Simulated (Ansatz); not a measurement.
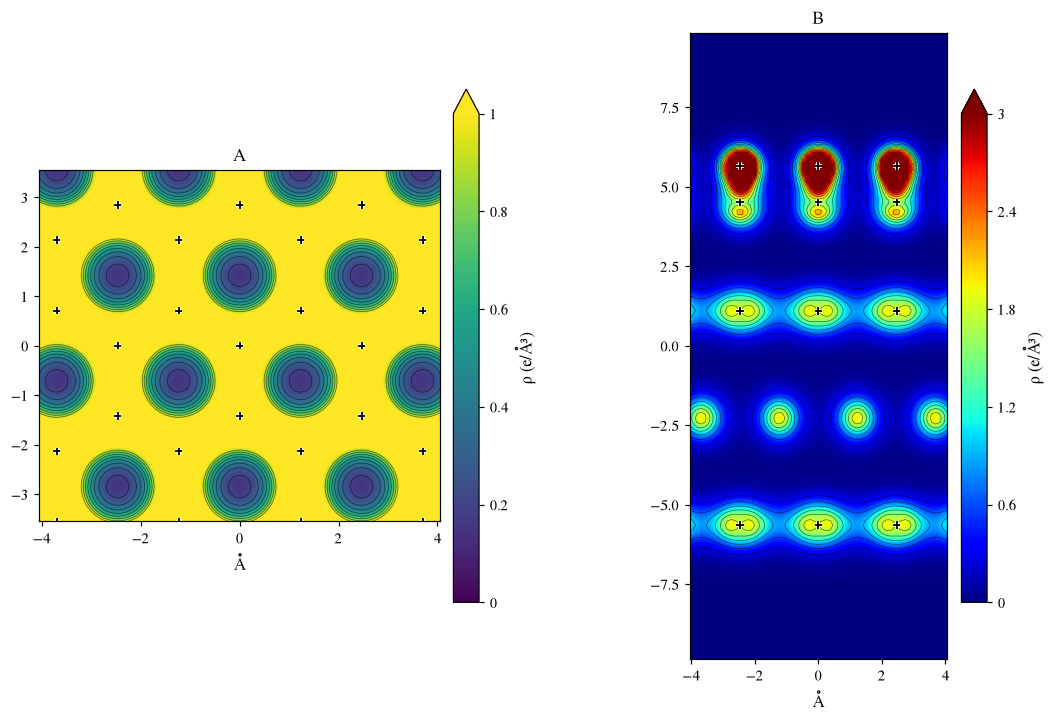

The valence electron density of 2 systems, each on a plane through atoms (crosses mark nuclei in the plane).

Theory: DFT PBE+D3(BJ), scalar-relativistic, plane waves, PAW (Ansatz 0.2.0).

System 1: C$_{7}$O (slab), the (100) plane of the calculation cell, a cut from vacuum to vacuum. 

```
C O
1.0
     2.46505    0.00000    0.00000
    -1.23252    2.13480    0.00000
     0.00000    0.00000   26.84871
C O
7 1
Direct
  0.66667 0.33333 0.31659
  0.33333 0.66667 0.31665
  0.33333 0.66667 0.44198
  0.00000 0.00000 0.44203
  0.00000 0.00000 0.56773
  0.66667 0.33333 0.56776
  0.66667 0.33333 0.69502
  0.66667 0.33333 0.73726
```

System 2: C, the (001) plane of the conventional cell. Space group R-3m.

```cif
data_structure
_symmetry_space_group_name_H-M 'P 1'
_symmetry_Int_Tables_number 1
_cell_length_a 2.4650
_cell_length_b 2.4650
_cell_length_c 10.0457
_cell_angle_alpha 90.000
_cell_angle_beta 90.000
_cell_angle_gamma 120.000
_cell_volume 52.86
loop_
_atom_site_label
_atom_site_type_symbol
_atom_site_fract_x
_atom_site_fract_y
_atom_site_fract_z
_atom_site_occupancy
C1 C 0.00000 0.00000 0.16659 1
C2 C 0.66667 0.33333 0.49992 1
C3 C 0.33333 0.66667 0.83325 1
C4 C 0.66667 0.33333 0.16675 1
C5 C 0.33333 0.66667 0.50008 1
C6 C 0.00000 0.00000 0.83341 1
```

Which map belongs to which system?

Answer. Panel A is system 2, C: the plane holds C. C–C (1.42 Å): ρ at the midpoint is about 2 e/Å³. Panel B is system 1, C$_{7}$O: the plane holds C and O. C–O (1.13 Å): the density is about 4.1 e/Å³ at the midpoint.
